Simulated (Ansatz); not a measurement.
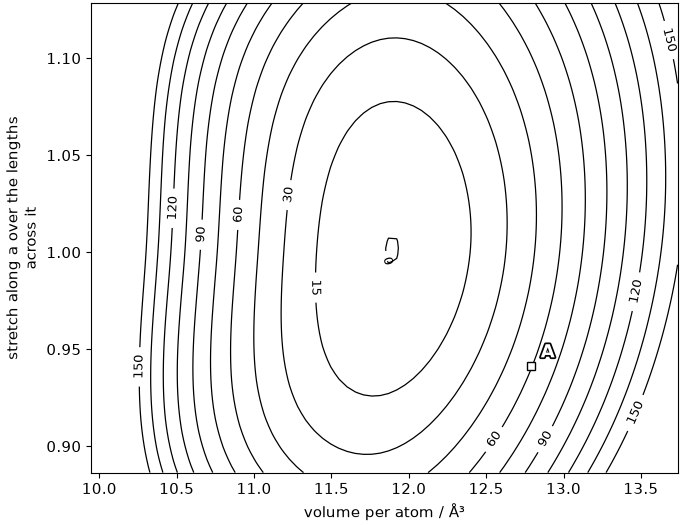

SnO₂ (P4_2/mnm, No. 136; 6 atoms in the cell). 
- The energy is mapped over volume and the cell's shape.
- Coordinates scanned: (1) volume per atom; (2) stretch along a over the lengths across it, relative to the relaxed cell.
- Relaxed at each point: the atoms inside the fixed cell.
- The scan uses a 5 × 5 grid.
- Points are written as (first, second).
- Energies are in meV/atom, from the lowest grid point.
- All numbers below come from Ansatz 0.2.0, DFT LDA, scalar-relativistic, plane waves, PAW. Settings: cutoff 520 eV, k-mesh 6×6×10 in the order of the run's cell vectors, gaussian smearing 0.05 eV, no spin polarisation.

In the figure: contour lines labelled in meV/atom (none above 150), the point A. Between grid points the surface is interpolated.

Q: Which way does the force act at A, and how strong is it?

A: A, at (12.79 Å³, 0.942), is not a stationary point. The computed force is 91 meV/atom for each Å³ towards smaller values of volume per atom and 450 meV/atom for each unit towards larger values of the second coordinate.

PAW datasets: the set soft_1.
